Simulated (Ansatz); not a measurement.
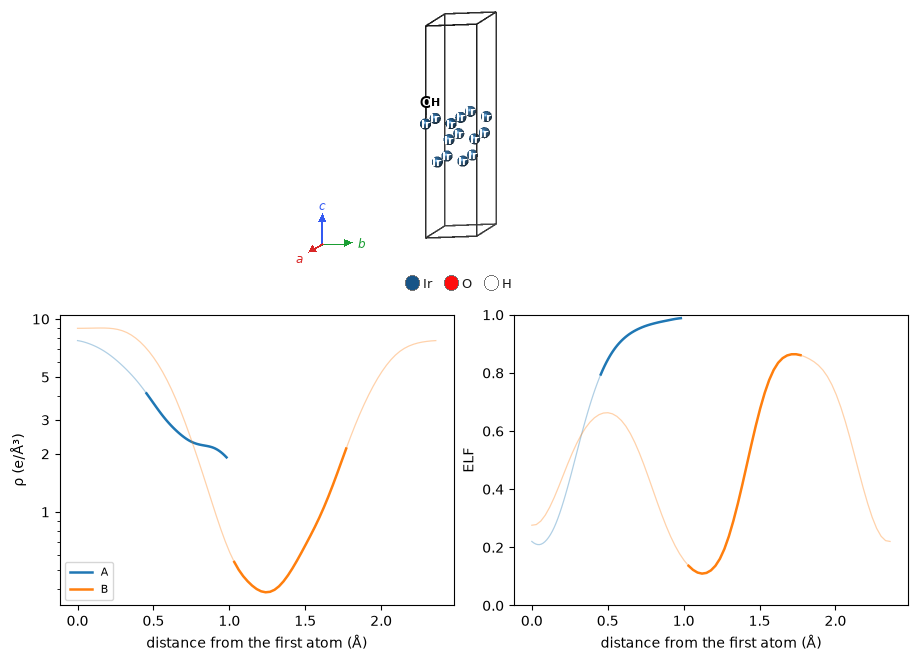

Figure. H$_{2}$Ir$_{12}$O (slab). Valence electron density and electron localisation function along straight lines between neighbouring atoms. Thin, pale parts lie inside the atomic spheres. The structure is drawn too.

Computed without spin polarisation.

The calculation used DFT PBE+D3(BJ), scalar-relativistic, plane waves, PAW in Ansatz.

The density is the valence pseudo-density of a PAW calculation; it isn't the true density close to the nuclei.

### Which curve belongs to which contact (Ir–O and O–H)? The first atom named is at distance zero.

Curve A: O–H (0.98 Å): the density is about 3.8 e/Å³ at the midpoint; the ELF climbs to about 1 towards the hydrogen, as it does in any bond to H (a covalent bond by its length). Curve B: Ir–O (2.36 Å): the density is about 0.4 e/Å³ at the midpoint; the ELF peaks at about 0.85 in the valence shell of O, 0.6 Å from its nucleus, and drops to about 0.10 between the two atoms (no shared electron pair shows on this line).
